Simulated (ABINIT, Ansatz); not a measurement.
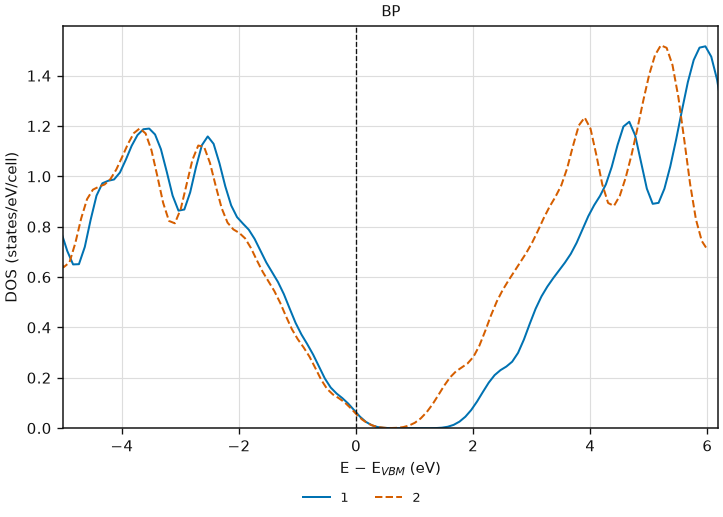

Total densities of states of zincblende BP, space group F-43m, 2 atoms in the primitive cell (cubic a = 4.538 Å), by two methods on the same cell. The DOS curves are built from the levels of the k mesh with Gaussians 0.55 eV wide, which also blur the band edges; ripples of that width can come from the mesh. Each is counted from its own valence-band top.

Which curve is which? The methods: PBE (Ansatz LAPW), TB-mBJ (ABINIT).

1 is TB-mBJ (ABINIT); 2 is PBE (Ansatz LAPW). TB-mBJ (ABINIT) gives a gap of 1.97 eV and PBE (Ansatz LAPW) gives a gap of 1.24 eV.

Settings. TB-mBJ (ABINIT): JTH PAW LDA v2.0, no spin polarisation, no spin-orbit coupling, 10×10×10 k mesh, 653 eV cutoff, Fermi-Dirac smearing of 0.05 eV (ABINIT 10.8.3 (patched build)). PBE (Ansatz LAPW): all-electron LAPW, no spin polarisation, no spin-orbit coupling, 10×10×10 k mesh, Fermi-Dirac smearing of 0.05 eV (Ansatz 0.2.0).

Gaps are the smallest over all k points computed. The two runs differ in program as well. LDA, GGA and most meta-GGA functionals understate gaps. TB-mBJ (ABINIT): the constant c of TB-mBJ comes from the pseudo density here, which moves gaps by up to 0.3 eV between sets of potentials. TB-mBJ (ABINIT): the PAW data sets were made with another functional.
